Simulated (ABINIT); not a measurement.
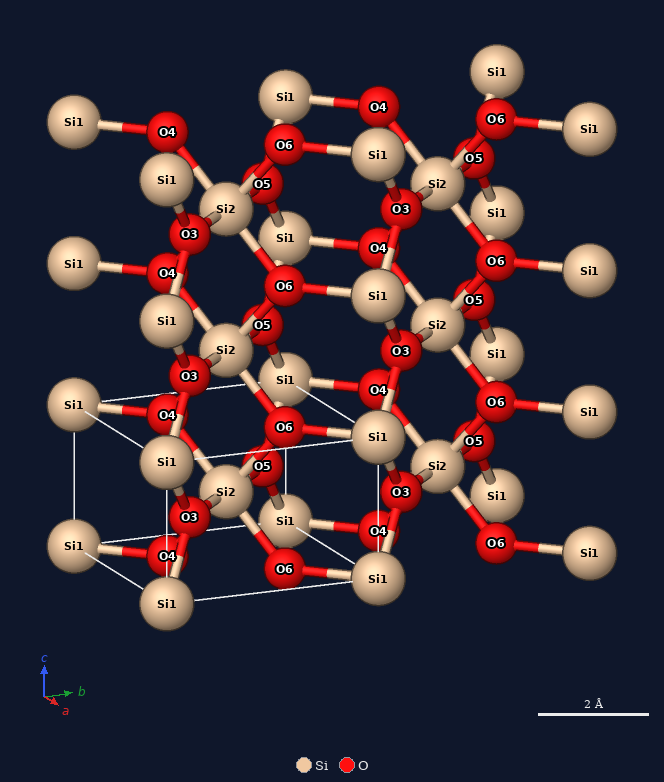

**Figure 1.** The input geometry (ball-and-stick view of the cell of the calculation, repeated 1 × 2 × 3, seen slightly off an axis; atoms are numbered from 1 in the order of the input). An atom can appear more than once, as a periodic image. Near neighbours in the periodic cell (some may lie outside the picture): Si has 6 O at 1.78 to 1.84 Å; O has 3 Si at 1.78 to 1.84 Å.

## Run report: SiO₂, dielectric calculation (part 1 of 3)

System: SiO₂ (P4₂/mnm, 6 atoms in the cell).
Method: Kohn-Sham DFT of a periodic cell, PBE, SG15 NC PBE v1.2, no spin polarisation (ABINIT 10.8.3).

The structure derives from a Materials Project entry.

**Output**
```
.Version 10.8.3 of ABINIT
 DATASET    1 : space group P4_2/m n m (#136); Bravais tP (primitive tetrag.)
================================================================================
 Values of the parameters that define the memory need for DATASET  1.
     intxc =       0    ionmov =       0      iscf =       7    lmnmax =       4
     lnmax =       4     mgfft =      48  mpssoang =       2    mqgrid =    3001
     natom =       6  nloc_mem =       1    nspden =       1   nspinor =       1
    nsppol =       1      nsym =      16    n1xccc =       0    ntypat =       2
    occopt =       1   xclevel =       2
       mpw =        3953          nfft =       69120          nkpt =           9
================================================================================
================================================================================

 DATASET    2 : space group P4_2/m n m (#136); Bravais tP (primitive tetrag.)
================================================================================
 Values of the parameters that define the memory need for DATASET  2 (RF).
     intxc =       0      iscf =      -3    lmnmax =       4     lnmax =       4
     mgfft =      48  mpssoang =       2    mqgrid =    3001     natom =       6
  nloc_mem =       1    nspden =       1   nspinor =       1    nsppol =       1
      nsym =      16    n1xccc =       0    ntypat =       2    occopt =       1
   xclevel =       2
      nfft =       69120          nkpt =          48
================================================================================
================================================================================

 DATASET    3 : space group P4_2/m n m (#136); Bravais tP (primitive tetrag.)
================================================================================
 Values of the parameters that define the memory need for DATASET  3 (RF).
     intxc =       0      iscf =       7    lmnmax =       4     lnmax =       4
     mgfft =      48  mpssoang =       2    mqgrid =    3001     natom =       6
  nloc_mem =       1    nspden =       1   nspinor =       1    nsppol =       1
      nsym =      16    n1xccc =       0    ntypat =       2    occopt =       1
   xclevel =       2
      nfft =       69120          nkpt =          48
================================================================================
================================================================================

--------------------------------------------------------------------------------
------------- Echo of variables that govern the present computation ------------
--------------------------------------------------------------------------------
 -outvars: echo values of preprocessed input variables --------
            acell      7.9995300547E+00  7.9995300547E+00  5.0899678715E+00 Bohr
              amu      2.80855000E+01  1.59994000E+01
           diemac      6.00000000E+00
             ecut      4.00000000E+01 Hartree
           getddk1          0
           getddk2          0
           getddk3          2
           getwfk1          0
           getwfk2          1
           getwfk3          1
             iscf1          7
             iscf2         -3
             iscf3          7
              ixc          11
           jdtset        1    2    3
           kptopt1          1
           kptopt2          2
           kptopt3          2
         kptrlatt        4    0    0      0    4    0      0    0    6
          kptrlen      3.05398072E+01
            natom           6
            nband1         16
            nband2         16
            nband3         16
           ndtset           3
            ngfft          48      48      30
             nkpt1          9
             nkpt2         48
             nkpt3         48
             nqpt1          0
             nqpt2          1
             nqpt3          1
            nstep          80
             nsym          16
           ntypat           2
        optdriver1          0
        optdriver2          1
        optdriver3          1
           prtden           0
        prtebands           0
           prteig           0
            prtwf1          1
            prtwf2          1
            prtwf3          0
           rfelfd1          0
           rfelfd2          2
           rfelfd3          3
           shiftk      5.00000000E-01  5.00000000E-01  5.00000000E-01
          spgroup         136
           tolvrs1     1.00000000E-15
           tolvrs2     0.00000000E+00
           tolvrs3     1.00000000E-09
           tolwfr1     0.00000000E+00
           tolwfr2     1.00000000E-18
           tolwfr3     0.00000000E+00
            typat      1  1  2  2  2  2
           xangst      0.0000000000E+00  0.0000000000E+00  0.0000000000E+00
                       2.1165845000E+00  2.1165845000E+00  1.3467475000E+00
                       3.4154858428E+00  8.1768315721E-01  1.3467475000E+00
                       1.2989013428E+00  1.2989013428E+00  0.0000000000E+00
                       8.1768315721E-01  3.4154858428E+00  1.3467475000E+00
                       2.9342676572E+00  2.9342676572E+00  0.0000000000E+00
            xcart      0.0000000000E+00  0.0000000000E+00  0.0000000000E+00
                       3.9997650273E+00  3.9997650273E+00  2.5449839358E+00
                       6.4543328298E+00  1.5451972249E+00  2.5449839358E+00
                       2.4545678024E+00  2.4545678024E+00  0.0000000000E+00
                       1.5451972249E+00  6.4543328298E+00  2.5449839358E+00
                       5.5449622522E+00  5.5449622522E+00  0.0000000000E+00
             xred      0.0000000000E+00  0.0000000000E+00  0.0000000000E+00
                       5.0000000000E-01  5.0000000000E-01  5.0000000000E-01
                       8.0683900000E-01  1.9316100000E-01  5.0000000000E-01
                       3.0683900000E-01  3.0683900000E-01  0.0000000000E+00
                       1.9316100000E-01  8.0683900000E-01  5.0000000000E-01
                       6.9316100000E-01  6.9316100000E-01  0.0000000000E+00
            znucl       14.00000    8.00000

================================================================================

 chkinp: Checking input parameters for consistency, jdtset=   1.

 chkinp: Checking input parameters for consistency, jdtset=   2.

 chkinp: Checking input parameters for consistency, jdtset=   3.

================================================================================
== DATASET  1 ==================================================================

--- !DatasetInfo
iteration_state: {dtset: 1, }
dimensions: {natom: 6, nkpt: 9, mband: 16, nsppol: 1, nspinor: 1, nspden: 1, mpw: 3953, }
cutoff_energies: {ecut:  40.0, pawecutdg:  -1.0, }
electrons: {nelect:   3.20000000E+01, charge:   0.00000000E+00, occopt:   1.00000000E+00, tsmear:   1.00000000E-02, }
meta: {optdriver: 0, ionmov: 0, optcell: 0, iscf: 7, paral_kgb: 0, }
...

 Exchange-correlation functional for the present dataset will be:
  GGA: Perdew-Burke-Ernzerhof functional - ixc=11
  J.P.Perdew, K.Burke, M.Ernzerhof, PRL 77, 3865 (1996)

 Real(R)+Recip(G) space primitive vectors, cartesian coordinates (Bohr,Bohr^-1):
 R(1)=  7.9995301  0.0000000  0.0000000  G(1)=  0.1250073  0.0000000  0.0000000
 R(2)=  0.0000000  7.9995301  0.0000000  G(2)=  0.0000000  0.1250073  0.0000000
 R(3)=  0.0000000  0.0000000  5.0899679  G(3)=  0.0000000  0.0000000  0.1964649
 Unit cell volume ucvol=  3.2571967E+02 bohr^3
 Angles (23,13,12)=  9.00000000E+01  9.00000000E+01  9.00000000E+01 degrees

 getcut: wavevector=  0.0000  0.0000  0.0000  ngfft=  48  48  30
         ecut(hartree)=     40.000   => boxcut(ratio)=   2.07019

--- Pseudopotential description ------------------------------------------------
- pspini: atom type   1  psp file is ./Si_ONCV_PBE-1.2.upf
  14.00000   4.00000  150415                  znucl, zion, pspdat
12 -101130 1 -1 602                           pspcod,pspxc,lmax,lloc,mmax
     nproj     2     2

- pspini: atom type   2  psp file is ./O_ONCV_PBE-1.2.upf
   8.00000   6.00000  150105                  znucl, zion, pspdat
12 -101130 1 -1 602                           pspcod,pspxc,lmax,lloc,mmax
     nproj     2     2

   1.58076019E+02                                ecore*ucvol(ha*bohr**3)
--------------------------------------------------------------------------------

================================================================================

--- !BeginCycle
iteration_state: {dtset: 1, }
solver: {iscf: 7, nstep: 80, nline: 4, wfoptalg: 0, }
tolerances: {tolvrs: 1.00E-15, }
...

     iter   Etot(hartree)      deltaE(h)  residm     vres2
 ETOT  1  -71.737563700944    -7.174E+01 2.329E-01 5.151E+02
 ETOT  2  -71.859571720093    -1.220E-01 1.260E-04 4.546E+02
 ETOT  3  -72.061908056644    -2.023E-01 7.396E-04 1.678E+00
 ETOT  4  -72.062511362020    -6.033E-04 4.647E-06 1.269E-02
 ETOT  5  -72.062513728799    -2.367E-06 1.178E-07 5.939E-04
 ETOT  6  -72.062513833220    -1.044E-07 5.449E-09 1.808E-05
 ETOT  7  -72.062513835773    -2.553E-09 8.980E-11 1.261E-06
 ETOT  8  -72.062513836080    -3.064E-10 2.110E-12 1.506E-08
 ETOT  9  -72.062513836085    -4.803E-12 3.286E-14 2.899E-10
 ETOT 10  -72.062513836083     1.137E-12 6.390E-16 6.029E-12
 ETOT 11  -72.062513836081     2.160E-12 3.532E-17 5.848E-14
 ETOT 12  -72.062513836085    -3.666E-12 6.303E-19 1.259E-15
 ETOT 13  -72.062513836082     3.055E-12 3.809E-20 8.866E-18

 At SCF step   13       vres2   =  8.87E-18 < tolvrs=  1.00E-15 =>converged.

 Cartesian components of stress tensor (hartree/bohr^3)
  sigma(1 1)= -1.85795889E-05  sigma(3 2)=  0.00000000E+00
  sigma(2 2)= -1.85795889E-05  sigma(3 1)=  0.00000000E+00
  sigma(3 3)= -2.79462670E-05  sigma(2 1)=  0.00000000E+00

--- !ResultsGS
iteration_state: {dtset: 1, }
comment   : Summary of ground state results
lattice_vectors:
- [  7.9995301,   0.0000000,   0.0000000, ]
- [  0.0000000,   7.9995301,   0.0000000, ]
- [  0.0000000,   0.0000000,   5.0899679, ]
lattice_lengths: [   7.99953,    7.99953,    5.08997, ]
lattice_angles: [ 90.000,  90.000,  90.000, ] # degrees, (23, 13, 12)
lattice_volume:   3.2571967E+02
convergence: {deltae:  3.055E-12, res2:  8.866E-18, residm:  3.809E-20, diffor: null, }
etotal    :  -7.20625138E+01
entropy   :   0.00000000E+00
fermie    :   3.42512607E-01
cartesian_stress_tensor: # hartree/bohr^3
- [ -1.85795889E-05,   0.00000000E+00,   0.00000000E+00, ]
- [  0.00000000E+00,  -1.85795889E-05,   0.00000000E+00, ]
- [  0.00000000E+00,   0.00000000E+00,  -2.79462670E-05, ]
pressure_GPa:   6.3849E-01
xred      :
- [  0.0000E+00,   0.0000E+00,   0.0000E+00, Si]
- [  5.0000E-01,   5.0000E-01,   5.0000E-01, Si]
- [  8.0684E-01,   1.9316E-01,   5.0000E-01,  O]
- [  3.0684E-01,   3.0684E-01,   0.0000E+00,  O]
- [  1.9316E-01,   8.0684E-01,   5.0000E-01,  O]
- [  6.9316E-01,   6.9316E-01,   0.0000E+00,  O]
cartesian_forces: # hartree/bohr
- [ -1.80700362E-20,  -1.80700362E-20,  -0.00000000E+00, ]
- [ -1.80700362E-20,  -1.80700362E-20,  -0.00000000E+00, ]
- [ -9.74249077E-04,   9.74249077E-04,  -0.00000000E+00, ]
- [ -9.74249077E-04,  -9.74249077E-04,  -0.00000000E+00, ]
- [  9.74249077E-04,  -9.74249077E-04,  -0.00000000E+00, ]
- [  9.74249077E-04,   9.74249077E-04,  -0.00000000E+00, ]
force_length_stats: {min:   2.55548903E-20, max:   1.37779626E-03, mean:   9.18530838E-04, }
...

 Integrated electronic density in atomic spheres:
 ------------------------------------------------
 Atom  Sphere_radius  Integrated_density
    1        2.00000          1.97765686
    2        2.00000          1.97765686
    3        2.00000          6.53061650
    4        2.00000          6.53061650
    5        2.00000          6.53061650
    6        2.00000          6.53061650
================================================================================

 ----iterations are completed or convergence reached----

 Mean square residual over all n,k,spin=   12.982E-22; max=  38.093E-21
 reduced coordinates (array xred) for    6 atoms
       0.000000000000      0.000000000000      0.000000000000
       0.500000000000      0.500000000000      0.500000000000
       0.806839000000      0.193161000000      0.500000000000
       0.306839000000      0.306839000000      0.000000000000
       0.193161000000      0.806839000000      0.500000000000
       0.693161000000      0.693161000000      0.000000000000
 rms dE/dt=  5.1957E-03; max dE/dt=  7.7935E-03; dE/dt below (all hartree)
    1       0.000000000000      0.000000000000      0.000000000000
    2       0.000000000000      0.000000000000      0.000000000000
    3       0.007793534770     -0.007793534770      0.000000000000
    4       0.007793534770      0.007793534770      0.000000000000
    5      -0.007793534770      0.007793534770      0.000000000000
    6      -0.007793534770     -0.007793534770      0.000000000000
```
